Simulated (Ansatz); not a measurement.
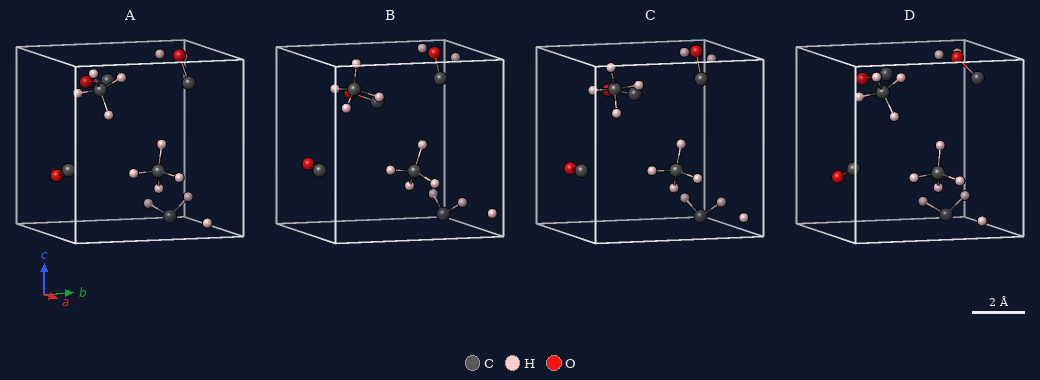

4 geometries from one relaxation of an amorphous cell of composition H4C2O, in shuffled order. The picture is a ball-and-stick view of the cell of the calculation, seen slightly off an axis.

The cell holds 3 CH4 + 3 CO. The run prepares the start of a later molecular dynamics calculation, from a guessed geometry.

Level of theory: DFT PBE-D3(BJ), scalar-relativistic, plane waves, PAW in Ansatz. Set-up: plane-wave cutoff 420 eV; k-point mesh 1 × 1 × 1; occupations fermi dirac; smearing width 0.05 eV; no spin polarisation; atoms relaxed in a fixed cell; force threshold 0.3 eV/Å; at most 15 steps.

### Order the frames from highest to lowest energy.

D, A, C, B. They are steps 0, 3, 9, 14, at +55.7 meV per atom, +17.5 meV per atom, +4.1 meV per atom relative to the last. Over 11 accepted moves (14 points after the start) the energy falls by 55.7 meV per atom. The largest force component goes from 2.4 to 0.098 eV/Å. The line search rejected the trial step at point 6 of the run. 2 steps only repeated the SCF at the same geometry. The forces were under the threshold at step 9, but the run went on from there. The atom that moves furthest is an H atom (1.24 Å roughly along [0 3 1]). By element the largest moves are H 1.24 Å, C 1.17 Å, O 1.07 Å. The cell doesn't change. Some distances before and after: C–O 1.150 → 1.135 Å, C–H 1.090 → 1.095 Å.

Limits of the set-up: the periodic images lie only 6.9 Å apart, so the values are limited by the cell's size.
